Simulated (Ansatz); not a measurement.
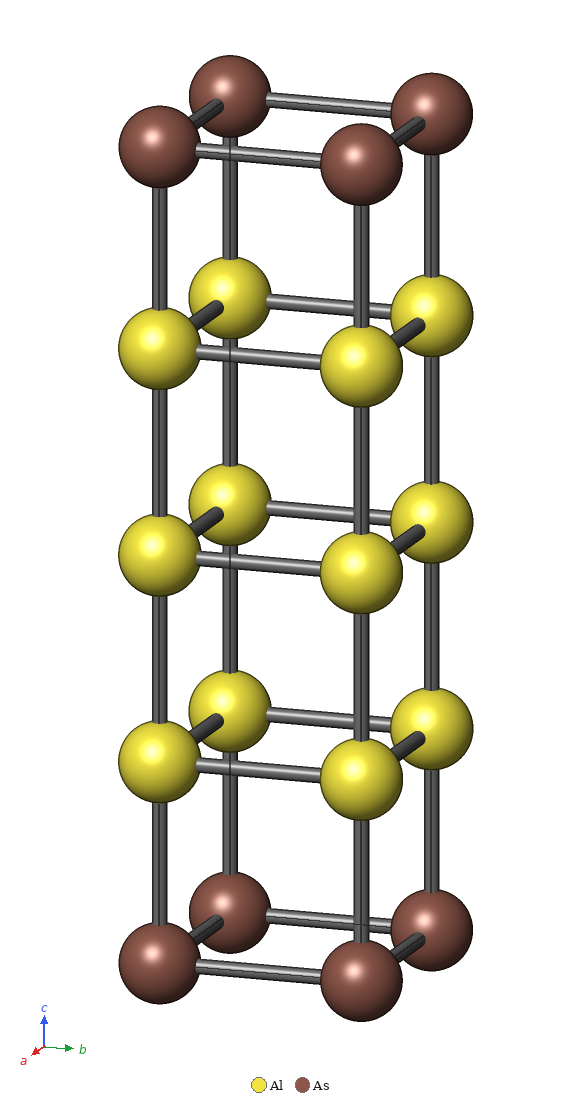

This ball-and-stick model is shown slightly off an axis. The edges of the conventional unit cell are marked. Cell: a = 2.73 Å, b = 2.73 Å, c = 10.78 Å, α = 90.00°, β = 90.00°, γ = 90.00°.

Provenance: a random cell made by a generator, so it need not be a real form of the compound. Earlier steps of the study may have refined or changed the cell and positions. An electronic-structure calculation with Ansatz was run on it.

What can be read from this drawing?

Chemical formula Al3As. Its lattice is primitive tetragonal, its space group P4/mmm (No. 123). The cell has 4 atoms, namely 3 Al, 1 As. The numbers of neighbours within bonding distance are Al 6 and As 6.

Run with DFT PBE, scalar-relativistic, plane waves, PAW (Ansatz 0.2.0) and these settings: plane waves up to 420 eV, k-points on a 16×16×6 grid, Gaussian smearing of 0.1 eV, no spin polarisation.

Predict the gap.

A metal: bands cross the Fermi level.

Give the Bader charge of each element.

Al +0.01 to +0.26 e; As -0.53 e.

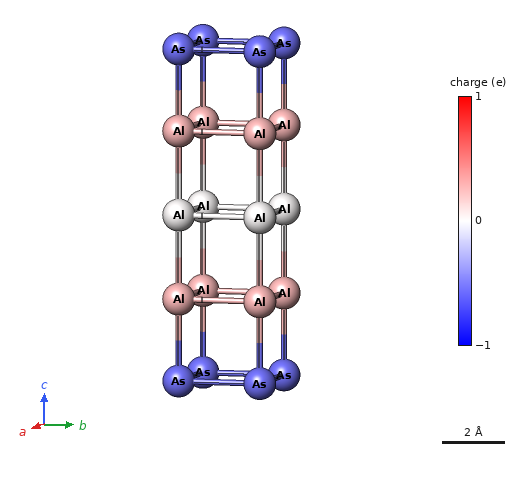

The atoms coloured by those charges. The run's cell of 4 atoms is drawn.

Can this geometry be taken as optimised?

Yes. All forces vanish to within 0.01 eV/Å. The pressure is 0.0 GPa, close to zero.
